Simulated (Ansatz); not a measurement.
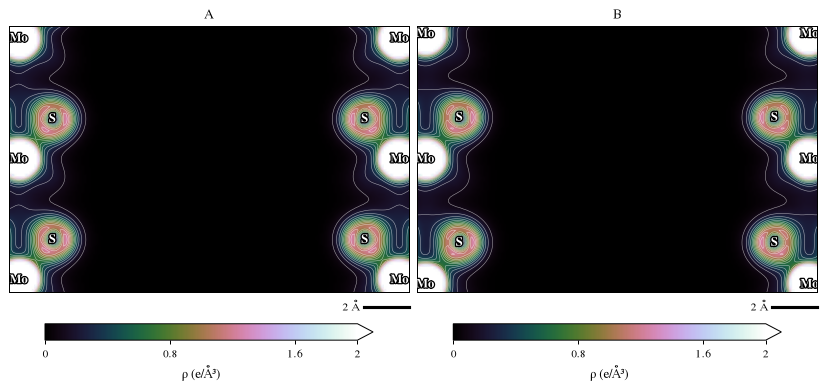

MoS$_{2}$. The valence pseudo-density of two cells that differ in size and shape, on the (110) plane of each (indices in the axes of the calculation cell), at one length scale and on one colour scale: B has 49.7 Å³ an atom and A 45.9.

Method: DFT LDA+D3(BJ), scalar-relativistic, plane waves, PAW (Ansatz 0.2.0).

The density is the valence pseudo-density of a PAW calculation; it isn't the true density close to the nuclei.

The larger cell:

```cif
data_structure
_symmetry_space_group_name_H-M 'P 1'
_symmetry_Int_Tables_number 1
_cell_length_a 3.1875
_cell_length_b 3.1875
_cell_length_c 16.9413
_cell_angle_alpha 90.000
_cell_angle_beta 90.000
_cell_angle_gamma 120.000
_cell_volume 149.07
loop_
_atom_site_label
_atom_site_type_symbol
_atom_site_fract_x
_atom_site_fract_y
_atom_site_fract_z
_atom_site_occupancy
Mo1 Mo 0.00000 0.00000 0.00000 1
S1 S 0.33333 0.66667 0.08992 1
S2 S 0.33333 0.66667 0.91008 1
```

The smaller cell: a = 3.076 Å, b = 3.076 Å, c = 16.792 Å, α = 90.00°, β = 90.00°, γ = 120.00°.

Q: What does the compression do to the bonding and the properties?

A: From the larger cell to the smaller, Mo–S goes from 2.39 to 2.33 Å, and the density at its midpoint from 0.63 to 0.69 e/Å³; the pressure goes from −2.0 to 2.8 GPa; the Kohn–Sham gap goes from 1.4 eV to 1.9 eV.

PAW datasets: the set soft_1.
